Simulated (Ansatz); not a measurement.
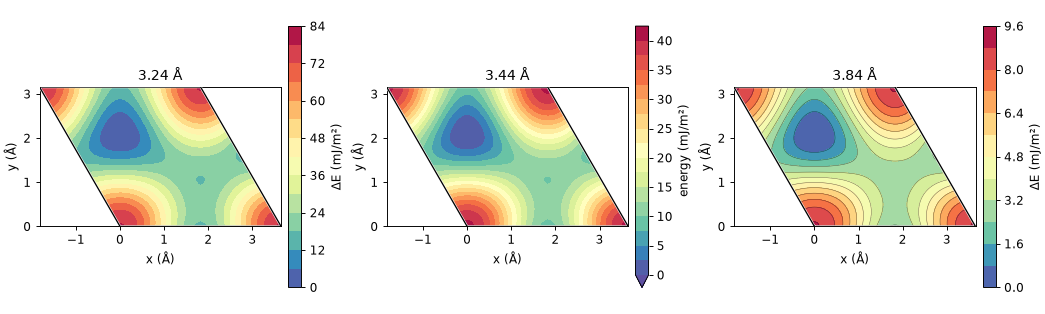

Three maps of one series, each from its own lowest grid point and on its own colour scale; the layer distance changes from map to map. A bilayer of two ZrS₂ sheets (1T type) (6 atoms in the cell). 
- The upper layer of a bilayer is slid over the lower one; relaxed at each slide: nothing; the origin of the map has S4 above S3.
- Places are given modulo a cell vector. The map is drawn in real space over the plane of the slide.
- The scan uses a 6 × 6 grid.
- Energies: mJ/m², counted from the lowest grid point.
- At a held distance the lowest stacking need not be the one that binds best once the distance relaxes.
- All numbers below come from Ansatz 0.2.0, DFT PBE+D3(BJ), scalar-relativistic, plane waves, PAW. Settings: cutoff 420 eV, k-mesh 9×9×1, gaussian smearing 0.05 eV, no spin polarisation.

Drawn: filled contours, the outline of one cell of the plane. Between grid points the surface is interpolated.

The span runs from the lowest to the highest grid point.

| layer distance | lowest grid point | span (mJ/m²) |
| --- | --- | --- |
| 3.24 Å | S above S of a deeper plane, the Zr behind them above Zr | 78.3 |
| 3.44 Å | S above S of a deeper plane, the Zr behind them above Zr | 40.4 |
| 3.84 Å | S above S of a deeper plane, the Zr behind them above Zr | 8.9 |

Question: One more map of the series was computed, for the layer distance 3.64 Å. What do you expect for it?

Answer: A straight line of ln(span) against the layer distance through the 3 maps has the slope −3.7 per Å (a decay length of 0.27 Å) and gives 18.7 mJ/m² at 3.64 Å. The computed span is 19.8 mJ/m², above the fit by 6 %. The lowest grid point is S above S of a deeper plane, the Zr behind them above Zr, as for 3.24 Å, 3.44 Å and 3.84 Å.

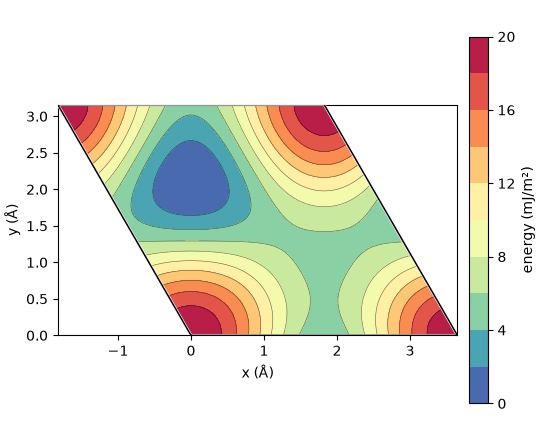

The map for 3.64 Å.

PAW datasets: the set soft_1.
